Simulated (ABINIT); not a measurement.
Optical-spectrum calculation of Sb (part 2 of 2)

The same run, continued: Sb (Im-3m, 1 atom in the cell); Kohn-Sham DFT of a periodic cell, PBEsol, PseudoDojo NC SR PBEsol v0.4.1 standard, no spin polarisation (ABINIT 10.8.3); cutoff 979.61 eV, 8×8×8 k-mesh, fermi-dirac of 0.05 eV. The structure derives from a Materials Project entry.

Geometry of the input (Å; fractional positions):
```
-1.8713  1.8713  1.8713
1.8713  -1.8713  1.8713
1.8713  1.8713  -1.8713
Sb 0.0000  0.0000  0.0000
```

## Output, continued
```
--- !ResultsGS
iteration_state: {dtset: 1, }
comment   : Summary of ground state results
lattice_vectors:
- [ -3.5363218,   3.5363218,   3.5363218, ]
- [  3.5363218,  -3.5363218,   3.5363218, ]
- [  3.5363218,   3.5363218,  -3.5363218, ]
lattice_lengths: [   6.12509,    6.12509,    6.12509, ]
lattice_angles: [109.471, 109.471, 109.471, ] # degrees, (23, 13, 12)
lattice_volume:   1.7689490E+02
convergence: {deltae: -7.731E-12, res2:  1.700E-14, residm:  1.552E-04, diffor: null, }
etotal    :  -9.07752493E+01
entropy   :   0.00000000E+00
fermie    :   3.01221582E-01
cartesian_stress_tensor: # hartree/bohr^3
- [  6.81355310E-05,   0.00000000E+00,   0.00000000E+00, ]
- [  0.00000000E+00,   6.81355310E-05,   0.00000000E+00, ]
- [  0.00000000E+00,   0.00000000E+00,   6.81355310E-05, ]
pressure_GPa:  -2.0046E+00
xred      :
- [  0.0000E+00,   0.0000E+00,   0.0000E+00, Sb]
cartesian_forces: # hartree/bohr
- [ -0.00000000E+00,  -0.00000000E+00,  -0.00000000E+00, ]
force_length_stats: {min:   0.00000000E+00, max:   0.00000000E+00, mean:   0.00000000E+00, }
...

 Integrated electronic density in atomic spheres:
 ------------------------------------------------
 Atom  Sphere_radius  Integrated_density
    1        2.00000         11.17620041
================================================================================

 ----iterations are completed or convergence reached----

 Mean square residual over all n,k,spin=   37.754E-08; max=  15.519E-05
 reduced coordinates (array xred) for    1 atoms
       0.000000000000      0.000000000000      0.000000000000
 rms dE/dt=  0.0000E+00; max dE/dt=  0.0000E+00; dE/dt below (all hartree)
    1       0.000000000000      0.000000000000      0.000000000000

 cartesian coordinates (angstrom) at end:
    1      0.00000000000000     0.00000000000000     0.00000000000000

 cartesian forces (hartree/bohr) at end:
    1     -0.00000000000000    -0.00000000000000    -0.00000000000000
 frms,max,avg= 0.0000000E+00 0.0000000E+00   0.000E+00  0.000E+00  0.000E+00 h/b

 cartesian forces (eV/Angstrom) at end:
    1     -0.00000000000000    -0.00000000000000    -0.00000000000000
 frms,max,avg= 0.0000000E+00 0.0000000E+00   0.000E+00  0.000E+00  0.000E+00 e/A
 length scales=  1.889726125908  1.889726125908  1.889726125908 bohr
              =  1.000000000000  1.000000000000  1.000000000000 angstroms
 Fermi (or HOMO) energy (hartree) =   0.30122   Average Vxc (hartree)=  -0.41078
 Eigenvalues (hartree) for nkpt=  40  k points:
 kpt#   1, nband= 12, wtk=  0.00781, kpt= -0.0312 -0.0312  0.0938 (reduced coord)
  -0.76593   -0.76593   -0.76561   -0.76312   -0.76312   -0.16924    0.47772    0.50599
   0.50599    0.68675    0.68675    0.74655
      occupation numbers for kpt#   1
   2.00000    2.00000    2.00000    2.00000    2.00000    2.00000    0.00000    0.00000
   0.00000    0.00000    0.00000    0.00000
 prteigrs : prtvol=0 or 1, do not print more k-points.

--- !EnergyTerms
iteration_state     : {dtset: 1, }
comment             : Components of total free energy in Hartree
kinetic             :  5.32011650182020E+01
hartree             :  1.93629879689258E+01
xc                  : -2.25160796858713E+01
Ewald energy        : -5.78869501237660E+01
psp_core            :  2.23492112184426E+00
local_psp           : -6.59893750926552E+01
non_local_psp       : -1.91815587681661E+01
internal            : -9.07748895614865E+01
'-kT*entropy'       : -3.59774788799322E-04
total_energy        : -9.07752493362753E+01
total_energy_eV     : -2.47012037126462E+03
band_energy         : -7.08809908676769E+00
...

 Cartesian components of stress tensor (hartree/bohr^3)
  sigma(1 1)=  6.81355310E-05  sigma(3 2)=  0.00000000E+00
  sigma(2 2)=  6.81355310E-05  sigma(3 1)=  0.00000000E+00
  sigma(3 3)=  6.81355310E-05  sigma(2 1)=  0.00000000E+00

-Cartesian components of stress tensor (GPa)         [Pressure= -2.0046E+00 GPa]
- sigma(1 1)=  2.00461653E+00  sigma(3 2)=  0.00000000E+00
- sigma(2 2)=  2.00461653E+00  sigma(3 1)=  0.00000000E+00
- sigma(3 3)=  2.00461653E+00  sigma(2 1)=  0.00000000E+00

================================================================================
== DATASET  2 ==================================================================

--- !DatasetInfo
iteration_state: {dtset: 2, }
dimensions: {natom: 1, nkpt: 40, mband: 20, nsppol: 1, nspinor: 1, nspden: 1, mpw: 1860, }
cutoff_energies: {ecut:  36.0, pawecutdg:  -1.0, }
electrons: {nelect:   1.50000000E+01, charge:   0.00000000E+00, occopt:   3.00000000E+00, tsmear:   1.83746611E-03, }
meta: {optdriver: 0, ionmov: 0, optcell: 0, iscf: -3, paral_kgb: 0, }
...

 mkfilename : getden/=0, take file _DEN from output of DATASET   1.

 Real(R)+Recip(G) space primitive vectors, cartesian coordinates (Bohr,Bohr^-1):
 R(1)= -3.5363218  3.5363218  3.5363218  G(1)=  0.0000000  0.1413898  0.1413898
 R(2)=  3.5363218 -3.5363218  3.5363218  G(2)=  0.1413898  0.0000000  0.1413898
 R(3)=  3.5363218  3.5363218 -3.5363218  G(3)=  0.1413898  0.1413898  0.0000000
 Unit cell volume ucvol=  1.7689490E+02 bohr^3
 Angles (23,13,12)=  1.09471221E+02  1.09471221E+02  1.09471221E+02 degrees

 getcut: wavevector=  0.0000  0.0000  0.0000  ngfft=  36  36  36
         ecut(hartree)=     36.000   => boxcut(ratio)=   2.17607
--------------------------------------------------------------------------------

================================================================================

--- !BeginCycle
iteration_state: {dtset: 2, }
solver: {iscf: -3, nstep: 120, nline: 4, wfoptalg: 0, }
tolerances: {tolwfr: 1.00E-12, }
...

     iter   Etot(hartree)      deltaE(h)  residm     vres2
 Non-SCF case, kpt    1 ( -0.03125 -0.03125  0.09375), residuals and eigenvalues=
  2.19E-13  2.24E-13  6.60E-13  2.19E-13  2.26E-13  6.64E-13  5.03E-13  4.11E-13
  2.99E-13  1.48E-13  1.14E-13  3.78E-13  6.95E-13  9.84E-13  8.45E-13  2.74E-13
  4.48E-13  5.84E-13  8.68E-10  1.33E-04
 -7.6593E-01 -7.6593E-01 -7.6561E-01 -7.6312E-01 -7.6312E-01 -1.6924E-01
  4.7772E-01  5.0599E-01  5.0599E-01  6.8675E-01  6.8675E-01  7.4558E-01
  7.5594E-01  7.6076E-01  7.6076E-01  8.1038E-01  8.5000E-01  8.5000E-01
  1.3382E+00  1.3414E+00
 prteigrs : prtvol=0 or 1, do not print more k-points.

--- !ResultsGS
iteration_state: {dtset: 2, }
comment   : Summary of ground state results
lattice_vectors:
- [ -3.5363218,   3.5363218,   3.5363218, ]
- [  3.5363218,  -3.5363218,   3.5363218, ]
- [  3.5363218,   3.5363218,  -3.5363218, ]
lattice_lengths: [   6.12509,    6.12509,    6.12509, ]
lattice_angles: [109.471, 109.471, 109.471, ] # degrees, (23, 13, 12)
lattice_volume:   1.7689490E+02
convergence: {deltae:  0.000E+00, res2:  0.000E+00, residm:  9.981E-13, diffor:  0.000E+00, }
etotal    :  -9.07752493E+01
entropy   :   0.00000000E+00
fermie    :   3.01221581E-01
cartesian_stress_tensor: null
pressure_GPa: null
xred      :
- [  0.0000E+00,   0.0000E+00,   0.0000E+00, Sb]
cartesian_forces: null
force_length_stats: {min: null, max: null, mean: null, }
...

 Integrated electronic density in atomic spheres:
 ------------------------------------------------
 Atom  Sphere_radius  Integrated_density
    1        2.00000         11.17620039
================================================================================

 ----iterations are completed or convergence reached----

 Mean square residual over all n,k,spin=   48.425E-14; max=  99.812E-14
 reduced coordinates (array xred) for    1 atoms
       0.000000000000      0.000000000000      0.000000000000

 cartesian coordinates (angstrom) at end:
    1      0.00000000000000     0.00000000000000     0.00000000000000
 length scales=  1.889726125908  1.889726125908  1.889726125908 bohr
              =  1.000000000000  1.000000000000  1.000000000000 angstroms
 Eigenvalues (hartree) for nkpt=  40  k points:
 kpt#   1, nband= 20, wtk=  0.00781, kpt= -0.0312 -0.0312  0.0938 (reduced coord)
  -0.76593   -0.76593   -0.76561   -0.76312   -0.76312   -0.16924    0.47772    0.50599
   0.50599    0.68675    0.68675    0.74558    0.75594    0.76076    0.76076    0.81038
   0.85000    0.85000    1.33818    1.34137
      occupation numbers for kpt#   1
   2.00000    2.00000    2.00000    2.00000    2.00000    2.00000    0.00000    0.00000
   0.00000    0.00000    0.00000    0.00000    0.00000    0.00000    0.00000    0.00000
   0.00000    0.00000    0.00000    0.00000
 prteigrs : prtvol=0 or 1, do not print more k-points.

--- !EnergyTerms
iteration_state     : {dtset: 2, }
comment             : Components of total free energy in Hartree
kinetic             :  5.32011651798725E+01
hartree             :  1.93629879689258E+01
xc                  : -2.25160796858713E+01
Ewald energy        : -5.78869501237660E+01
psp_core            :  2.23492112184426E+00
local_psp           : -6.59893750926552E+01
non_local_psp       : -1.91815588430348E+01
internal            : -9.07748894746847E+01
'-kT*entropy'       : -3.59774789633836E-04
total_energy        : -9.07752492494744E+01
...

--- !EnergyTermsDC
iteration_state     : {dtset: 2, }
comment             : '"Double-counting" decomposition of free energy'
band_energy         : -7.08809908766235E+00
Ewald energy        : -5.78869501237660E+01
psp_core            :  2.23492112184426E+00
xc_dc               : -2.80347614718974E+01
internal            : -9.07748895614815E+01
'-kT*entropy'       : -3.59774789633836E-04
total_energy_dc     : -9.07752493362712E+01
...

================================================================================
== DATASET  3 ==================================================================

--- !DatasetInfo
iteration_state: {dtset: 3, }
dimensions: {natom: 1, nkpt: 40, mband: 16, nsppol: 1, nspinor: 1, nspden: 1, mpw: 1860, }
cutoff_energies: {ecut:  36.0, pawecutdg:  -1.0, }
electrons: {nelect:   1.50000000E+01, charge:   0.00000000E+00, occopt:   3.00000000E+00, tsmear:   1.83746611E-03, }
meta: {optdriver: 8, wfk_task: 7, }
...

 mkfilename : getwfk/=0, take file _WFK from output of DATASET   2.

--------------------------------------------------------------------------------

 Computation of velocity matrix elements (DDK)

 Parameters extracted from the Abinit header:
    ecut:     36.0
    nkpt:    1024
    mband:   20
    nsppol:  1
    nspinor: 1
    useylm:  0
    inclvkb: 2
    bmin: 1, bmax: 20
    Computing diagonal and off-diagonal matrix elements
    Between band index bmin: 1, bmax: 20

== END DATASET(S) ==============================================================
================================================================================

 -outvars: echo values of variables after computation  --------
            acell      1.8897261259E+00  1.8897261259E+00  1.8897261259E+00 Bohr
           etotal1    -9.0775249336E+01
           etotal2    -9.0775249336E+01
           etotal3     0.0000000000E+00
            fcart1    -0.0000000000E+00 -0.0000000000E+00 -0.0000000000E+00
            fcart3     0.0000000000E+00  0.0000000000E+00  0.0000000000E+00
            rprim     -1.8713408863E+00  1.8713408863E+00  1.8713408863E+00
                       1.8713408863E+00 -1.8713408863E+00  1.8713408863E+00
                       1.8713408863E+00  1.8713408863E+00 -1.8713408863E+00
           strten1     6.8135531017E-05  6.8135531017E-05  6.8135531017E-05
                       0.0000000000E+00  0.0000000000E+00  0.0000000000E+00
           strten3     0.0000000000E+00  0.0000000000E+00  0.0000000000E+00
                       0.0000000000E+00  0.0000000000E+00  0.0000000000E+00
 Calculation completed.
```

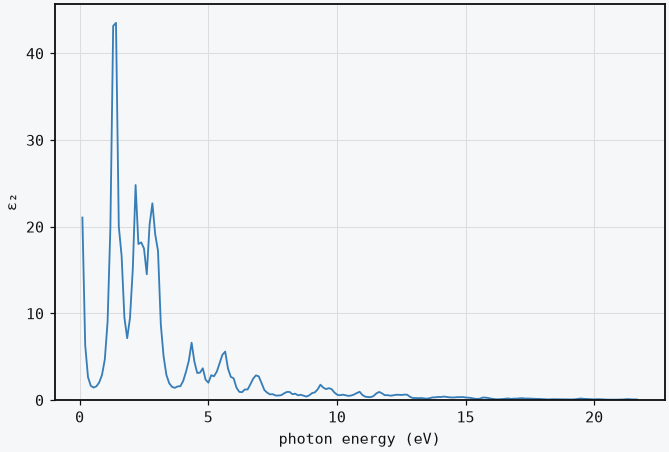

*Imaginary part of the dielectric function (first component that the program prints).*

The highest peak, 43.5, lies at 1.42 eV.

## Summary

| quantity | value |
| --- | --- |
| outcome | converged |
| space group (tolerance 0.01 Å) | Im-3m (229) |
| electrons treated | 15 |
| free energy | −2470.1204 eV |
| Fermi energy | 8.197 eV |
| pressure | −2.00 GPa |
| largest force (length of the vector) | under 0.001 eV/Å |
| wall time | 78 s |
| peak memory | 0.7 GiB |

## Notes

Points of doubt noted for this run: no intraband term.
